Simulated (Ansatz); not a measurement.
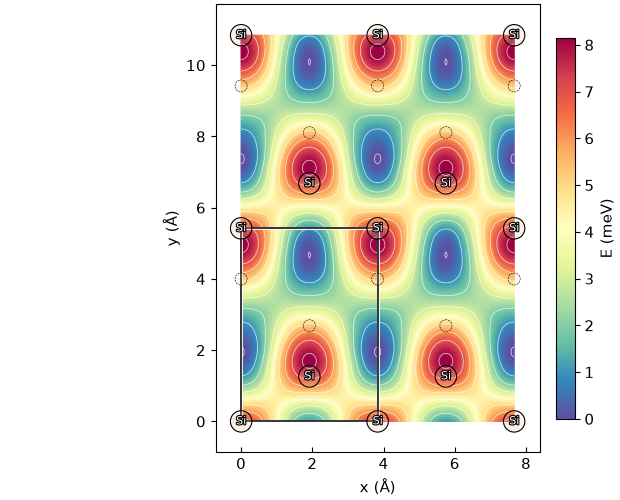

N₂ on a Si(110) slab cut from the Fd-3m phase, its upper half relaxed before the scan (6 atoms of substrate and one adsorbate in a 1 × 1 cell). 
- N2 is moved over the surface cell at a fixed height above a rigid substrate; the origin of the map has the adsorbate above Si5; the height is held at 3.70 Å.
- Places are given modulo a cell vector. The map is drawn in real space over the plane of the surface.
- The grid has 6 × 6 points; 24 points were computed and 12 follow by symmetry.
- Energies are in meV, from the lowest grid point.
- With one adsorbate in each 1 × 1 cell, its nearest image is 3.8 Å away, so neighbouring adsorbates interact. At a fixed height the lowest place need not be the adsorption site.
- These are results of Ansatz 0.2.0, DFT PBE+D3(BJ), scalar-relativistic, plane waves, PAW, not measurements. Settings: cutoff 420 eV, k-mesh 7×5×1, gaussian smearing 0.05 eV, no spin polarisation.

The picture shows a smooth colour map with a few white contour lines, labelled circles for the atoms of the top layer and small ones for the second layer, the outline of one cell of the 2 × 2 shown. Between grid points the surface is interpolated.

The lowest grid point is at (0/6, 2/6) of the cell vectors. The highest grid point, (3/6, 2/6) of the cell vectors, lies 8.1 meV above the lowest.

The scan is repeated with another setting: the height is held at 3.10 Å; all else is set up alike.

Question: How does the landscape change?

Answer: The minimum (interpolated where it lies between grid points) moves from (0/6, 2/6) of the cell vectors to about (0.00, 0.53) of the cell vectors. The highest place moves from (3/6, 2/6) of the cell vectors to the top site over a surface Si atom, (0/6, 0/6) of the cell vectors. The span from the lowest to the highest grid point grows from 8.1 to 73.5 meV. Higher wells of the new map: (3/6, 4/6) of the cell vectors, 0.7 meV up (that grid point lay 1.8 meV up before).

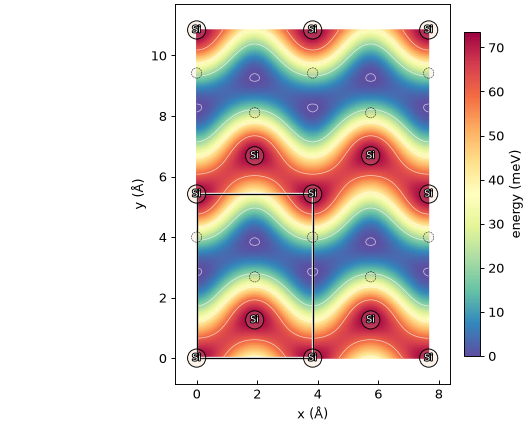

The map after the change, on a colour scale of its own. The picture shows a smooth colour map with a few white contour lines, labelled circles for the atoms of the top layer and small ones for the second layer, the outline of one cell of the 2 × 2 shown. Between grid points the surface is interpolated.

PAW datasets: the set soft_1.
